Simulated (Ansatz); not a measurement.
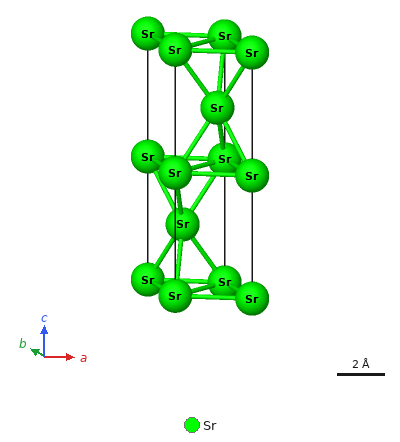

**Figure 1.** The starting structure (ball-and-stick view of the cell of the calculation, seen slightly off an axis). An atom can appear more than once, as a periodic image. Near neighbours in the periodic cell (some may lie outside the picture): Sr has 12 Sr at 3.30 to 3.32 Å.

# Geometry relaxation, with input and output: Sr (part 1 of 2)

System: Sr (P6₃/mmc, 4 atoms in the cell).
Method: DFT PBEsol, scalar-relativistic, plane waves, PAW, no spin polarisation (Ansatz 0.2.0).

The structure was made by swapping elements on the sites of another compound; it need not be a known phase. It belongs to a series of runs on one base structure; here: Co -> Sr on all its sites, cell and atoms relaxed.

Output:
```
Engine: ansatz 0.2.0, x86_64-unknown-linux-gnu
Pseudopotentials: kind: paw
Pseudopotential: Sr, paw, valence charge 10, recommended cutoff 420 eV (normal), Sr.paw.azcp
Functional definition: PBEsol
  exchange = pbesol_x
  correlation = pbesol_c
Crystal: 4 atoms, lattice volume = 102.602 Å³
Basis set: ecut = 420 eV, 2039 PW (Γ), exchange–correlation on 48×48×144 points (8 copies of the dense FFT grid, shifted against one another)
Bands: 24, of which v1, the nominal top of the filled ones, is band 20 counted from 1 (19 counted from 0)
Symmetry: 24 space group operations
Space group: P63/mmc (ITA 194), of the structure as read, at distance tolerance 4.7e-5 Å
k-points: 14 of 72
Non-local potential: Sr, projectors of the file, l = 0: 3, l = 1: 2, l = 2: 2
PAW form: soft (Blöchl's): semilocal exchange-correlation on the pseudo side does not see the compensation charge
PAW frozen core: Sr, regenerated for the run's functional, and the local potential with it (the file was generated under x = pbe(κ = 0.804, μ = 0.2195149727645171), c = pbe(β = 0.06672455060314922))
PAW one-centre angular grid: Sr, 110 points (default); XC on 64 Gauss nodes
Initial density: superposition of atomic densities (neutral atoms: chi_scale 0, normalization atom), corrected by the library's trained network
Initial wavefunctions: pseudopotential atomic-orbital guess
Functional: x = pbesol(κ = 0.804, μ = 0.12345679012345678), c = pbesol(β = 0.046)
SCF iter   1: F=—  HF=-13963.831520 eV  |F-HF|=—  |Δ(HF+E_count)|=         —  Δρ=3.24e-3  dr2=1.21e-2  ethr=1.77e-3  ⟨swp⟩=8.5  Hψ=1811  notcnv=0
preconditioner: auto → Kerker (q_TF=auto, 2.332 Å⁻¹)  [metal: Δε(μ)=0.035 eV  Ē_g=14.351 eV  σ=0.100 eV  W_gap=0.20  n_scr=24 (ndim 8)  ℏωp=20.7 eV  f_vac=0.000  D(μ)=7.98/eV (n_scr^D=78)]
SCF iter   2: F=—  HF=-13963.827168 eV  |F-HF|=—  |Δ(HF+E_count)|=   4.35e-3  Δρ=1.90e-3  dr2=4.52e-3  ethr=3.03e-5  ⟨swp⟩=2.1  Hψ=610  notcnv=0
SCF iter   3: F=—  HF=-13963.825953 eV  |F-HF|=—  |Δ(HF+E_count)|=   1.22e-3  Δρ=4.36e-4  dr2=1.16e-4  ethr=1.13e-5  ⟨swp⟩=2.1  Hψ=557  notcnv=0
SCF iter   4: F=—  HF=-13963.825944 eV  |F-HF|=—  |Δ(HF+E_count)|=   8.29e-6  Δρ=1.35e-4  dr2=1.59e-5  ethr=2.90e-7  ⟨swp⟩=2.1  Hψ=440  notcnv=0
SCF iter   5: F=—  HF=-13963.825923 eV  |F-HF|=—  |Δ(HF+E_count)|=   2.15e-5  Δρ=1.99e-5  dr2=3.51e-7  ethr=3.99e-8  ⟨swp⟩=2.6  Hψ=595  notcnv=0
SCF iter   6: F=-13963.825923 eV  HF=-13963.825923 eV  |F-HF|=4.69e-10  |Δ(HF+E_count)|=   4.56e-8  Δρ=3.86e-6  dr2=1.56e-8  ethr=2.50e-10  ⟨swp⟩=7.3  Hψ=1682  notcnv=0
SCF 1 converged in 6 iterations: F = -13963.825923 eV  dr2 = 1.56e-8
  greatest PAW one-centre occupation: 0.989 electrons in one spin orbital (limit 2), on the Sr atom at site 3 (counted from 0), in its partial waves of l = 0
relax step   1: F+E_penalty+E_count = -13963.82592283 eV  Δ(F+E_penalty+E_count) = +0.000e0 eV  max|allowed force component| = 4.857e-17 eV/Å  Δτ_max = 0.0000 Å  P = +23.530 GPa  Ω = 102.602 Å³  (6 SCF iters, dr2 threshold 1.00e-7 eV, accepted)
Crystal: 4 atoms, lattice volume = 118.092 Å³
Basis set: ecut = 420 eV, 2323 PW (Γ), exchange–correlation on 48×48×144 points (8 copies of the dense FFT grid, shifted against one another)
Initial density: handed on by an earlier stage of this run
Initial wavefunctions: those handed on with the density
iter 1 solved again at ethr=1.43e-4 eV; its pass at ethr=3.10e-3 eV (dr2=5.73e-2 eV) is discarded
SCF iter   1: F=—  HF=-13965.746390 eV  |F-HF|=—  |Δ(HF+E_count)|=         —  Δρ=6.96e-3  dr2=6.50e-2  ethr=1.43e-4  ⟨swp⟩=1.1  Hψ=1883  notcnv=0
preconditioner: auto → Kerker (q_TF=auto, 2.278 Å⁻¹)  [metal: Δε(μ)=0.092 eV  Ē_g=14.356 eV  σ=0.100 eV  W_gap=0.42  n_scr=26 (ndim 8)  ℏωp=19.3 eV  f_vac=0.000  D(μ)=4.69/eV (n_scr^D=50)]
SCF iter   2: F=—  HF=-13965.726743 eV  |F-HF|=—  |Δ(HF+E_count)|=   1.96e-2  Δρ=3.77e-3  dr2=2.19e-2  ethr=1.43e-4  ⟨swp⟩=1.1  Hψ=352  notcnv=0
SCF iter   3: F=—  HF=-13965.716357 eV  |F-HF|=—  |Δ(HF+E_count)|=   1.04e-2  Δρ=7.54e-4  dr2=3.63e-4  ethr=5.48e-5  ⟨swp⟩=2.3  Hψ=560  notcnv=0
SCF iter   4: F=—  HF=-13965.716476 eV  |F-HF|=—  |Δ(HF+E_count)|=   1.19e-4  Δρ=1.90e-4  dr2=5.11e-5  ethr=9.08e-7  ⟨swp⟩=2.1  Hψ=515  notcnv=0
SCF iter   5: F=—  HF=-13965.716457 eV  |F-HF|=—  |Δ(HF+E_count)|=   1.87e-5  Δρ=3.59e-5  dr2=1.32e-6  ethr=1.28e-7  ⟨swp⟩=2.0  Hψ=556  notcnv=0
SCF iter   6: F=-13965.716457 eV  HF=-13965.716457 eV  |F-HF|=1.00e-8  |Δ(HF+E_count)|=   1.27e-7  Δρ=4.53e-6  dr2=1.73e-8  ethr=1.00e-9  ⟨swp⟩=7.6  Hψ=1690  notcnv=0
SCF 2 converged in 6 iterations: F = -13965.716457 eV  dr2 = 1.73e-8
relax step   2: F+E_penalty+E_count = -13965.71645750 eV  Δ(F+E_penalty+E_count) = -1.891e0 eV  max|allowed force component| = 5.551e-17 eV/Å  Δτ_max = 0.0000 Å  P = +15.802 GPa  Ω = 118.092 Å³  energy of the carried Pulay correction = -5.010e-4 eV  (6 SCF iters, dr2 threshold 4.00e-7 eV, accepted)
Crystal: 4 atoms, lattice volume = 135.086 Å³
Basis set: ecut = 420 eV, 2631 PW (Γ), exchange–correlation on 48×48×144 points (8 copies of the dense FFT grid, shifted against one another)
iter 1 solved again at ethr=7.83e-5 eV; its pass at ethr=3.10e-3 eV (dr2=3.13e-2 eV) is discarded
SCF iter   1: F=—  HF=-13967.067975 eV  |F-HF|=—  |Δ(HF+E_count)|=         —  Δρ=4.65e-3  dr2=3.48e-2  ethr=7.83e-5  ⟨swp⟩=1.5  Hψ=1932  notcnv=0
preconditioner: auto → Kerker (q_TF=auto, 2.227 Å⁻¹)  [metal: Δε(μ)=0.062 eV  Ē_g=1.897 eV  σ=0.100 eV  W_gap=0.33  n_scr=26 (ndim 8)  ℏωp=9.0 eV  f_vac=0.000  D(μ)=6.22/eV (n_scr^D=52)]
SCF iter   2: F=—  HF=-13967.057911 eV  |F-HF|=—  |Δ(HF+E_count)|=   1.01e-2  Δρ=2.55e-3  dr2=1.21e-2  ethr=7.83e-5  ⟨swp⟩=1.0  Hψ=336  notcnv=0
SCF iter   3: F=—  HF=-13967.052553 eV  |F-HF|=—  |Δ(HF+E_count)|=   5.36e-3  Δρ=5.55e-4  dr2=2.46e-4  ethr=3.03e-5  ⟨swp⟩=2.2  Hψ=577  notcnv=0
SCF iter   4: F=—  HF=-13967.052570 eV  |F-HF|=—  |Δ(HF+E_count)|=   1.66e-5  Δρ=1.64e-4  dr2=4.80e-5  ethr=6.15e-7  ⟨swp⟩=2.5  Hψ=619  notcnv=0
SCF iter   5: F=—  HF=-13967.052551 eV  |F-HF|=—  |Δ(HF+E_count)|=   1.90e-5  Δρ=2.24e-5  dr2=8.36e-7  ethr=1.20e-7  ⟨swp⟩=2.1  Hψ=575  notcnv=0
SCF iter   6: F=-13967.052551 eV  HF=-13967.052551 eV  |F-HF|=7.77e-9  |Δ(HF+E_count)|=   1.92e-8  Δρ=3.98e-6  dr2=1.93e-8  ethr=1.00e-9  ⟨swp⟩=7.4  Hψ=1646  notcnv=0
SCF 3 converged in 6 iterations: F = -13967.052551 eV  dr2 = 1.93e-8
relax step   3: F+E_penalty+E_count = -13967.05255055 eV  Δ(F+E_penalty+E_count) = -1.336e0 eV  max|allowed force component| = 4.395e-17 eV/Å  Δτ_max = 0.0000 Å  P = +9.861 GPa  Ω = 135.086 Å³  energy of the carried Pulay correction = -9.763e-4 eV  (6 SCF iters, dr2 threshold 4.00e-7 eV, accepted)
Crystal: 4 atoms, lattice volume = 152.738 Å³
Basis set: ecut = 420 eV, 3029 PW (Γ), exchange–correlation on 48×48×144 points (8 copies of the dense FFT grid, shifted against one another)
iter 1 solved again at ethr=3.93e-5 eV; its pass at ethr=3.10e-3 eV (dr2=1.57e-2 eV) is discarded
SCF iter   1: F=—  HF=-13967.922154 eV  |F-HF|=—  |Δ(HF+E_count)|=         —  Δρ=3.28e-3  dr2=1.72e-2  ethr=3.93e-5  ⟨swp⟩=1.7  Hψ=1916  notcnv=0
preconditioner: auto → Kerker (q_TF=auto, 2.182 Å⁻¹)  [metal: Δε(μ)=0.007 eV  Ē_g=1.865 eV  σ=0.100 eV  W_gap=0.04  n_scr=38 (ndim 8)  ℏωp=8.5 eV  f_vac=0.000  D(μ)=10.52/eV (n_scr^D=108)]
SCF iter   2: F=—  HF=-13967.918140 eV  |F-HF|=—  |Δ(HF+E_count)|=   4.01e-3  Δρ=1.79e-3  dr2=5.88e-3  ethr=3.93e-5  ⟨swp⟩=1.0  Hψ=336  notcnv=0
SCF iter   3: F=—  HF=-13967.916074 eV  |F-HF|=—  |Δ(HF+E_count)|=   2.07e-3  Δρ=3.34e-4  dr2=1.18e-4  ethr=1.47e-5  ⟨swp⟩=2.1  Hψ=600  notcnv=0
SCF iter   4: F=—  HF=-13967.915745 eV  |F-HF|=—  |Δ(HF+E_count)|=   3.29e-4  Δρ=1.12e-4  dr2=2.34e-5  ethr=2.95e-7  ⟨swp⟩=2.4  Hψ=632  notcnv=0
SCF iter   5: F=—  HF=-13967.915737 eV  |F-HF|=—  |Δ(HF+E_count)|=   8.36e-6  Δρ=1.74e-5  dr2=6.50e-7  ethr=5.84e-8  ⟨swp⟩=2.4  Hψ=610  notcnv=0
SCF iter   6: F=-13967.915737 eV  HF=-13967.915737 eV  |F-HF|=5.47e-9  |Δ(HF+E_count)|=   1.32e-7  Δρ=3.06e-6  dr2=1.33e-8  ethr=1.00e-9  ⟨swp⟩=7.0  Hψ=1571  notcnv=0
SCF 4 converged in 6 iterations: F = -13967.915737 eV  dr2 = 1.33e-8
  greatest PAW one-centre occupation: 0.988 electrons in one spin orbital (limit 2), on the Sr atom at site 3 (counted from 0), in its partial waves of l = 0
relax step   4: F+E_penalty+E_count = -13967.91573679 eV  Δ(F+E_penalty+E_count) = -8.632e-1 eV  max|allowed force component| = 8.789e-17 eV/Å  Δτ_max = 0.0000 Å  P = +6.075 GPa  Ω = 152.738 Å³  energy of the carried Pulay correction = -1.404e-3 eV  (6 SCF iters, dr2 threshold 4.00e-7 eV, accepted)
Crystal: 4 atoms, lattice volume = 172.855 Å³
Basis set: ecut = 420 eV, 3415 PW (Γ), exchange–correlation on 48×48×144 points (8 copies of the dense FFT grid, shifted against one another)
iter 1 solved again at ethr=2.39e-5 eV; its pass at ethr=3.10e-3 eV (dr2=9.56e-3 eV) is discarded
SCF iter   1: F=—  HF=-13968.479181 eV  |F-HF|=—  |Δ(HF+E_count)|=         —  Δρ=2.41e-3  dr2=1.03e-2  ethr=2.39e-5  ⟨swp⟩=1.9  Hψ=1921  notcnv=0
preconditioner: auto → Kerker (q_TF=auto, 2.138 Å⁻¹)  [metal: Δε(μ)=0.007 eV  Ē_g=1.850 eV  σ=0.100 eV  W_gap=0.04  n_scr=38 (ndim 8)  ℏωp=8.0 eV  f_vac=0.000  D(μ)=9.74/eV (n_scr^D=84)]
SCF iter   2: F=—  HF=-13968.477816 eV  |F-HF|=—  |Δ(HF+E_count)|=   1.37e-3  Δρ=1.40e-3  dr2=4.02e-3  ethr=2.39e-5  ⟨swp⟩=1.0  Hψ=336  notcnv=0
SCF iter   3: F=—  HF=-13968.477117 eV  |F-HF|=—  |Δ(HF+E_count)|=   6.98e-4  Δρ=2.74e-4  dr2=1.48e-4  ethr=1.01e-5  ⟨swp⟩=2.8  Hψ=600  notcnv=0
SCF iter   4: F=—  HF=-13968.476527 eV  |F-HF|=—  |Δ(HF+E_count)|=   5.91e-4  Δρ=9.16e-5  dr2=1.34e-5  ethr=3.70e-7  ⟨swp⟩=2.4  Hψ=629  notcnv=0
SCF iter   5: F=-13968.476524 eV  HF=-13968.476524 eV  |F-HF|=6.60e-8  |Δ(HF+E_count)|=   2.15e-6  Δρ=1.29e-5  dr2=2.76e-7  ethr=1.00e-9  ⟨swp⟩=5.6  Hψ=1893  notcnv=0
SCF 5 converged in 5 iterations: F = -13968.476524 eV  dr2 = 2.76e-7
relax step   5: F+E_penalty+E_count = -13968.47652443 eV  Δ(F+E_penalty+E_count) = -5.608e-1 eV  max|allowed force component| = 5.089e-17 eV/Å  Δτ_max = 0.0000 Å  P = +3.011 GPa  Ω = 172.855 Å³  energy of the carried Pulay correction = -1.827e-3 eV  (5 SCF iters, dr2 threshold 4.00e-7 eV, accepted)
Crystal: 4 atoms, lattice volume = 194.224 Å³
Basis set: ecut = 420 eV, 3777 PW (Γ), exchange–correlation on 48×48×144 points (8 copies of the dense FFT grid, shifted against one another)
iter 1 solved again at ethr=1.11e-5 eV; its pass at ethr=3.10e-3 eV (dr2=4.42e-3 eV) is discarded
SCF iter   1: F=—  HF=-13968.710940 eV  |F-HF|=—  |Δ(HF+E_count)|=         —  Δρ=1.62e-3  dr2=4.68e-3  ethr=1.11e-5  ⟨swp⟩=2.6  Hψ=2064  notcnv=0
preconditioner: auto → Kerker (q_TF=auto, 2.097 Å⁻¹)  [metal: Δε(μ)=0.039 eV  Ē_g=1.821 eV  σ=0.100 eV  W_gap=0.21  n_scr=38 (ndim 8)  ℏωp=7.5 eV  f_vac=0.000  D(μ)=8.60/eV (n_scr^D=66)]
SCF iter   2: F=—  HF=-13968.710955 eV  |F-HF|=—  |Δ(HF+E_count)|=   1.49e-5  Δρ=9.76e-4  dr2=2.02e-3  ethr=1.11e-5  ⟨swp⟩=1.0  Hψ=336  notcnv=0
SCF iter   3: F=—  HF=-13968.711018 eV  |F-HF|=—  |Δ(HF+E_count)|=   6.23e-5  Δρ=1.63e-4  dr2=8.65e-5  ethr=5.05e-6  ⟨swp⟩=2.1  Hψ=503  notcnv=0
SCF iter   4: F=—  HF=-13968.710902 eV  |F-HF|=—  |Δ(HF+E_count)|=   1.16e-4  Δρ=2.76e-5  dr2=1.35e-6  ethr=2.16e-7  ⟨swp⟩=1.4  Hψ=435  notcnv=0
SCF iter   5: F=-13968.710902 eV  HF=-13968.710902 eV  |F-HF|=1.92e-8  |Δ(HF+E_count)|=   4.09e-7  Δρ=6.00e-6  dr2=8.27e-8  ethr=1.00e-9  ⟨swp⟩=6.9  Hψ=1645  notcnv=0
SCF 6 converged in 5 iterations: F = -13968.710902 eV  dr2 = 8.27e-8
relax step   6: F+E_penalty+E_count = -13968.71090196 eV  Δ(F+E_penalty+E_count) = -2.344e-1 eV  max|allowed force component| = 1.110e-16 eV/Å  Δτ_max = 0.0000 Å  P = +0.633 GPa  Ω = 194.224 Å³  energy of the carried Pulay correction = -2.217e-3 eV  (5 SCF iters, dr2 threshold 4.00e-7 eV, accepted)
Crystal: 4 atoms, lattice volume = 200.851 Å³
Basis set: ecut = 420 eV, 3879 PW (Γ), exchange–correlation on 48×48×144 points (8 copies of the dense FFT grid, shifted against one another)
iter 1 solved again at ethr=7.14e-7 eV; its pass at ethr=3.10e-3 eV (dr2=2.86e-4 eV) is discarded
SCF iter   1: F=—  HF=-13968.724351 eV  |F-HF|=—  |Δ(HF+E_count)|=         —  Δρ=4.17e-4  dr2=2.69e-4  ethr=7.14e-7  ⟨swp⟩=2.9  Hψ=2087  notcnv=0
preconditioner: auto → Kerker (q_TF=auto, 2.085 Å⁻¹)  [metal: Δε(μ)=0.019 eV  Ē_g=1.830 eV  σ=0.100 eV  W_gap=0.11  n_scr=38 (ndim 8)  ℏωp=7.4 eV  f_vac=0.000  D(μ)=8.29/eV (n_scr^D=64)]
SCF iter   2: F=—  HF=-13968.724545 eV  |F-HF|=—  |Δ(HF+E_count)|=   1.94e-4  Δρ=2.58e-4  dr2=1.27e-4  ethr=6.74e-7  ⟨swp⟩=1.0  Hψ=336  notcnv=0
SCF iter   3: F=—  HF=-13968.724566 eV  |F-HF|=—  |Δ(HF+E_count)|=   2.07e-5  Δρ=4.03e-5  dr2=4.28e-6  ethr=3.18e-7  ⟨swp⟩=1.0  Hψ=336  notcnv=0
SCF iter   4: F=-13968.724566 eV  HF=-13968.724566 eV  |F-HF|=1.68e-8  |Δ(HF+E_count)|=   6.20e-7  Δρ=8.52e-6  dr2=1.13e-7  ethr=1.00e-9  ⟨swp⟩=3.4  Hψ=1582  notcnv=0
SCF 7 converged in 4 iterations: F = -13968.724566 eV  dr2 = 1.13e-7
  greatest PAW one-centre occupation: 0.987 electrons in one spin orbital (limit 2), on the Sr atom at site 3 (counted from 0), in its partial waves of l = 0
relax step   7: F+E_penalty+E_count = -13968.72456553 eV  Δ(F+E_penalty+E_count) = -1.366e-2 eV  max|allowed force component| = 1.064e-16 eV/Å  Δτ_max = 0.0000 Å  P = +0.033 GPa  Ω = 200.851 Å³  energy of the carried Pulay correction = -2.327e-3 eV  (4 SCF iters, dr2 threshold 4.00e-7 eV, accepted)
Basis set: ecut = 420 eV, 3879 PW (Γ), exchange–correlation on 60×60×180 points (8 copies of the dense FFT grid, shifted against one another)
Initial wavefunctions: pseudopotential atomic-orbital guess (no wavefunctions were taken with the density)
iter 1 solved again at ethr=2.88e-6 eV; its pass at ethr=3.10e-3 eV (dr2=1.15e-3 eV) is discarded
SCF iter   1: F=—  HF=-13968.792214 eV  |F-HF|=—  |Δ(HF+E_count)|=         —  Δρ=1.35e-3  dr2=9.64e-4  ethr=2.88e-6  ⟨swp⟩=3.4  Hψ=2758  notcnv=0
preconditioner: auto → Kerker (q_TF=auto, 2.085 Å⁻¹)  [metal: Δε(μ)=0.020 eV  Ē_g=1.827 eV  σ=0.100 eV  W_gap=0.11  n_scr=38 (ndim 8)  ℏωp=7.4 eV  f_vac=0.000  D(μ)=8.31/eV (n_scr^D=64)]
SCF iter   2: F=—  HF=-13968.792301 eV  |F-HF|=—  |Δ(HF+E_count)|=   8.70e-5  Δρ=6.82e-4  dr2=2.32e-4  ethr=2.41e-6  ⟨swp⟩=1.9  Hψ=471  notcnv=0
SCF iter   3: F=—  HF=-13968.792332 eV  |F-HF|=—  |Δ(HF+E_count)|=   3.09e-5  Δρ=3.57e-5  dr2=8.07e-7  ethr=5.81e-7  ⟨swp⟩=2.0  Hψ=560  notcnv=0
SCF iter   4: F=—  HF=-13968.792023 eV  |F-HF|=—  |Δ(HF+E_count)|=   3.09e-4  Δρ=6.39e-6  dr2=4.98e-8  ethr=2.02e-9  ⟨swp⟩=2.4  Hψ=637  notcnv=0
SCF iter   5: F=-13968.792023 eV  HF=-13968.792023 eV  |F-HF|=3.22e-10  |Δ(HF+E_count)|=   1.49e-8  Δρ=1.15e-6  dr2=3.43e-9  ethr=1.00e-11  ⟨swp⟩=7.1  Hψ=1658  notcnv=0
SCF 8 converged in 5 iterations: F = -13968.792023 eV  dr2 = 3.43e-9
relax step   8: F+E_penalty+E_count = -13968.79202320 eV  Δ(F+E_penalty+E_count) = -6.746e-2 eV  max|allowed force component| = 1.052e-16 eV/Å  Δτ_max = 0.0000 Å  P = +0.523 GPa  Ω = 200.851 Å³  stress off target by 5.33e-1 GPa  SCF on the basis re-selected at this cell (its energy is not comparable with the rows above)  (5 SCF iters)
basis re-selected at this cell: Δ(F+E_penalty+E_count) = -6.746e-2 eV, ΔP = +0.489 GPa vs the last step (what re-selecting the basis moved, of the pressure what is left beyond the Pulay correction that the steps carried, after the strain that the cell walked since its last selection, with what the two solves' SCF thresholds leave and, on support functions, any second-order correction that the steps lacked; it is no measure of the basis error at this ecutwfc). The dense FFT grid was sized anew with the basis: this SCF ran on 30×30×90 points, the steps before it on 24×24×72, so part of this shift can come from that change (see relax.cell in the input reference). This SCF's stress stands 5.33e-1 GPa from its target on what of the cell is left free (relax.cell.stress_tol is 5.00e-1 GPa) and its largest allowed force component is 1.05e-16 eV/Å (relax.f_tol is 5.00e-2 eV/Å): not within both, so this SCF does not close the relaxation
Crystal: 4 atoms, lattice volume = 206.884 Å³
Basis set: ecut = 420 eV, 3987 PW (Γ), exchange–correlation on 60×60×180 points (8 copies of the dense FFT grid, shifted against one another)
iter 1 solved again at ethr=6.10e-7 eV; its pass at ethr=3.10e-3 eV (dr2=2.44e-4 eV) is discarded
```
